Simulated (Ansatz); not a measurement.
## Single-point calculation of CuO (part 2 of 2)

The same run, continued: CuO (Cc, 4 atoms in the cell); DFT r2SCAN, scalar-relativistic, plane waves, PAW, spin-polarised (Ansatz 0.2.0); cutoff 500 eV, 16×16×8 k-mesh, Gaussian smearing of 0.1 eV, collinear spins. The structure derives from an entry of the Crystallography Open Database.

Geometry of the input (Å; fractional positions):
```
2.3447  -1.7134  0.0000
2.3447  1.7134  0.0000
-0.8606  0.0000  5.0594
Cu 0.0032  0.4968  0.0000
Cu 0.4968  0.0032  0.5000
O  0.5714  0.4056  0.2537
O  0.4056  0.5714  0.7537
```

```
at 1 of the mixer's solves, the last at iteration 8, it left a direction of its history that read negative out of its fit and stepped the other way along it
this state was not tested for a lower state beside it, because the mixer in use, unlike msr1, does not test its closes by its own steps (another_mixer; see scf.mixing.algorithm and scf.lower_state_search)
SCF converged after 22 iterations
Magnetization: 1.9191 μB (25.9596 up, 24.0404 down)
Absolute magnetization: 2.0471 μB (∫|ρ↑−ρ↓|, with the PAW one-centre terms)
Spin contamination: 0.0077 ħ² per cell (⟨S²⟩ above its minimum at these occupations)
Per-site moments (μB) at R_I (Å): [(0.6401213302079234, 0.7868002320176343), (0.640121330207923, 0.7868002320176344), (0.317059237515081, 0.7868002320176344), (0.3170592375150811, 0.7868002320176343)]
Free energy (F): -14397.219236 eV
Harris-Foulkes:  -14397.219236 eV  (|F-HF|=5.50e-8)
Internal energy: -14397.215314 eV  (E = F + TS)
E sigma→0 (E₀):  -14397.217275 eV
Entropy (-TS):   -0.003922 eV (-0.980 meV/atom)
Fermi energy:    11.905244 eV
--- Per-component energies (eV) ---
  E_band       = -930.195143
  E_kinetic    = 943.480862
  E_local      = -9680.190138  (includes V_loc(G=0)·N_el)
  E_nonlocal   = 883.209625
  E_hartree    = 4194.761988
  E_xc         = -311.847731
  E_vxc        = -455.539177  (∫ρ·V_xc dr)
  E_paw        = -3669.130433  (= ΣΔE_a)
  E_vpaw       = -1040.946342  (= ΣTr[D̂ρ^β])
  E_aug_tail   = 0.002391  (compensation charges beyond the density's cutoff)
  E_vtau       = 30.265946  (kinetic-family band-sum trace: ∫τ·v_τ [+ j·A + Jᵃ·Aᵃ] dr)
  E_ewald      = -6756.835779
  E_core_change = -0.666098  (= ΣΔE_core)
  E_smearing   = -0.003922  (= −TS)
  E_closure    = 0.000000  (closes the sum)
  Σ components = -14397.219236   (vs F -14397.219236, Δ=0.00e0)
--- Forces (eV/Å), atoms counted from 1 ---
  atom   1  Cu    -0.69075994     0.28639839     0.28701563
  atom   2  Cu    -0.69075994    -0.28639839     0.28701563
  atom   3  O      0.69074902     0.23833099    -0.28703288
  atom   4  O      0.69074902    -0.23833099    -0.28703288
  max |Σ_I F_I| component: 3.45e-5 eV/Å
--- Stress (GPa, compression-positive) ---
       -1.349449       0.000000       0.276212
        0.000000       1.663008       0.000000
        0.276253       0.000000       0.106024
  P = ⅓ Tr σ = 0.1399 GPa (1.399 kbar)
--- Band table (eV; the first three rows and the last of 1108) ---
  k-point 0 ↑: bands = ["-105.4619", "-105.4613", "-61.6359", "-61.6331", "-61.5662", "-61.5612", "-60.5798", "-60.5794", "-9.1584", "-7.8938", "3.5011", "5.4875", "5.8722", "7.9175", "8.1351", "8.1352", "8.3387", "8.6924", "8.7621", "8.8161", "8.9468", "9.0042", "9.1325", "9.6408", "11.3904", "12.0314", "13.7963", "18.4589", "20.4825", "25.9104", "28.1590", "28.9674"]
  k-point 1 ↑: bands = ["-105.4619", "-105.4613", "-61.6358", "-61.6332", "-61.5661", "-61.5614", "-60.5798", "-60.5794", "-9.1174", "-7.9513", "3.6463", "5.5176", "5.8747", "7.7102", "7.9473", "8.0837", "8.4405", "8.5345", "8.7921", "8.8138", "9.0075", "9.0660", "9.2932", "9.6063", "11.3637", "11.9689", "14.0288", "18.1507", "20.8941", "25.9236", "27.9667", "28.3054"]
  k-point 2 ↑: bands = ["-105.4618", "-105.4614", "-61.6355", "-61.6335", "-61.5655", "-61.5620", "-60.5797", "-60.5795", "-8.9982", "-8.1097", "4.0627", "5.6036", "5.8689", "7.2274", "7.6908", "7.7403", "8.4671", "8.5201", "8.8046", "8.8434", "8.9872", "9.2914", "9.5608", "9.6232", "11.2849", "11.7930", "14.6095", "17.5345", "21.8038", "25.8975", "27.2850", "27.5679"]
  k-point 553 ↓: bands = ["-104.2678", "-104.2678", "-60.1609", "-60.1609", "-60.1080", "-60.1080", "-60.0875", "-60.0875", "-7.0733", "-7.0733", "5.5447", "5.5447", "6.5571", "6.5571", "7.2673", "7.2673", "9.0998", "9.0998", "9.2352", "9.2352", "10.2748", "10.2748", "10.7606", "10.7606", "12.6734", "12.6734", "17.5896", "17.5896", "21.7584", "21.7584", "25.7692", "25.7692"]
--- Löwdin populations: 4 sites ---
  site symbol       q [e]    m [muB]
     0     Cu     17.8837     0.5555
     1     Cu     17.8837     0.5555
     2      O      6.9942     0.3996
     3      O      6.9942     0.3996
  spilling = 0.004883 (of n_electrons = 50.000000)
```

File populations.tsv
```
# site	symbol	l	j	q_up	q_dn
# orbitals = lowdin
# n_electrons = 50.000000
# spilling = 0.004883
0	Cu	0_3S	-	0.998593	0.998570
0	Cu	0_4S	-	0.268381	0.289222
0	Cu	1_3P	-	2.999248	2.999125
0	Cu	2_3D	-	4.953358	4.377196
1	Cu	0_3S	-	0.998593	0.998570
1	Cu	0_4S	-	0.268381	0.289222
1	Cu	1_3P	-	2.999248	2.999125
1	Cu	2_3D	-	4.953358	4.377196
2	O	0_2S	-	0.935260	0.904322
2	O	1_2P	-	2.761672	2.392988
3	O	0_2S	-	0.935260	0.904322
3	O	1_2P	-	2.761672	2.392988
```

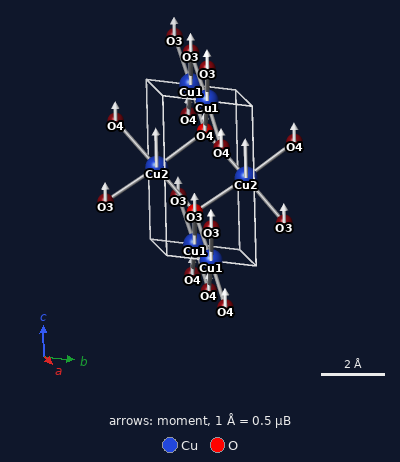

Magnetic moments of the sites as white arrows (ball-and-stick view of the cell of the calculation, seen slightly off an axis; neighbours outside the cell are drawn fainter; atoms are numbered from 1 in the order of the input); small moments hardly show. The run is collinear, so the axis drawn is arbitrary. Site moments: Cu1, Cu2 (0.64 μB); O3, O4 (0.32 μB). They are counted near the atoms and needn't add up to the moment of the cell.

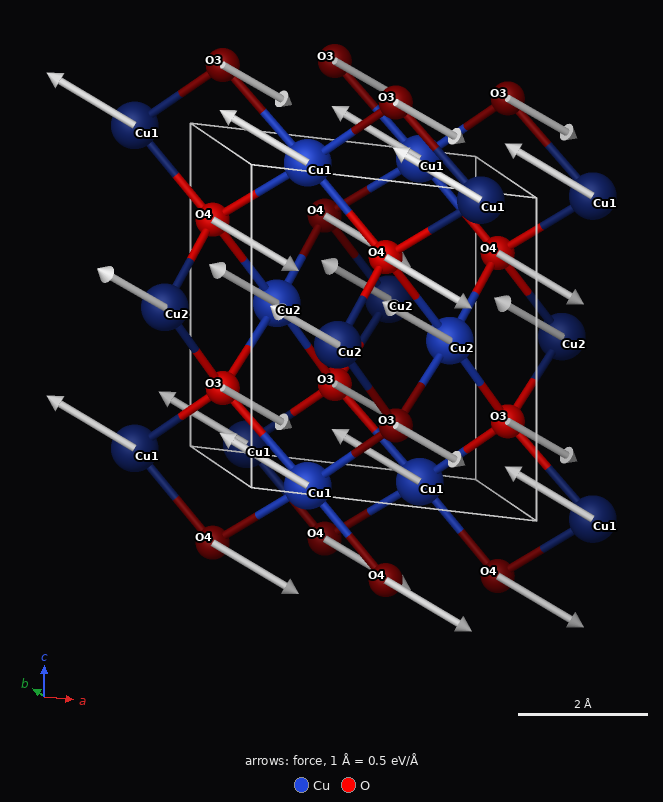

Forces on the atoms as white arrows (ball-and-stick view of the cell 2 times as large as that of the calculation, set on its symmetry axes, seen slightly off an axis; neighbours outside the cell are drawn fainter; atoms are numbered from 1 in the order of the input). The largest act on Cu1, Cu2 (0.80 eV/Å); O3, O4 (0.79 eV/Å). The geometry is not a stationary point of this energy.

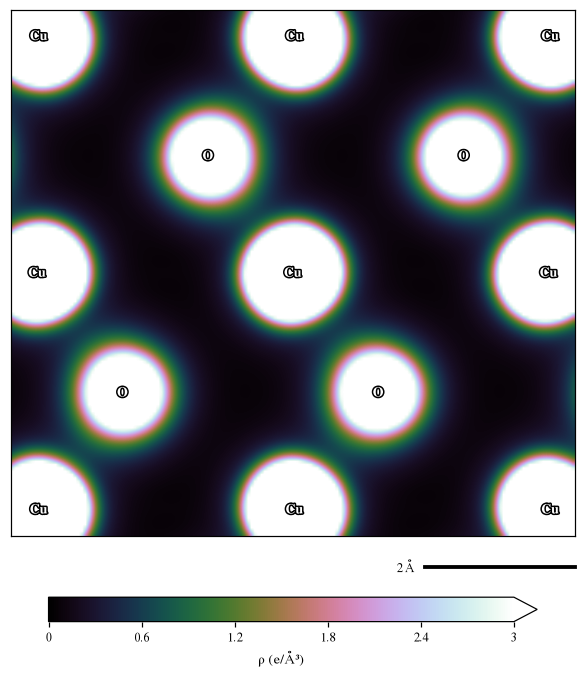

Valence pseudo-density on the (101̄) plane of the conventional cell. The section cuts through Cu and O sites. Cu–O (1.93 Å): the density is about 0.67 e/Å³ at the midpoint. Cu–O (1.98 Å): ρ at the midpoint is about 0.6 e/Å³. Away from the nuclei the density in this plane falls to 0.06 e/Å³ at its lowest. In a PAW calculation such maps are meaningful between the atoms, not at the nuclei.

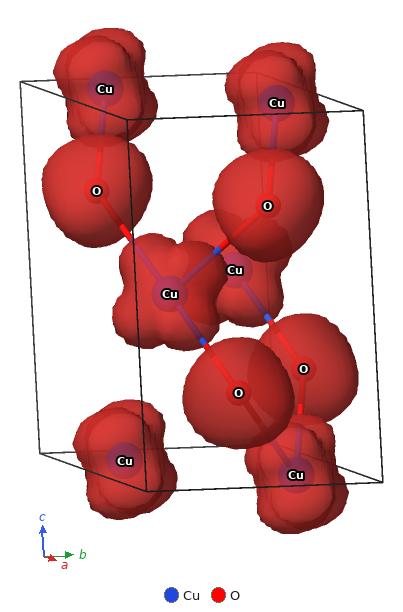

Isosurfaces of the magnetisation density (up minus down) at +0.04 (red) and −0.04 e/Å³ (blue), seen slightly off an axis. Sticks mark near contacts. The outline is the cell set on symmetry axes. The cell of the calculation (4 atoms) carries 1.9 μB net. Only one sign reaches the isovalue.

Results in brief

- outcome: converged
- space group (tolerance 0.01 Å): Cc (9)
- electrons treated: 50
- free energy: −14397.2192 eV
- Fermi energy: 11.905 eV
- gap on the k-point mesh: none (metallic)
- net moment of the cell: 1.92 μB
- integrated absolute moment: 2.05 μB
- pressure: 0.14 GPa
- largest force (length of the vector): 0.801 eV/Å
- hardware: 1 thread of Oxide Virtual Turin-like (Zen 5), 32 GiB of memory available, shared host
- wall time: 9.4 min
- peak memory: 1.5 GiB

Remarks

The electronic state found may not be the lowest one. The program warns: the state was not tested for a lower one.
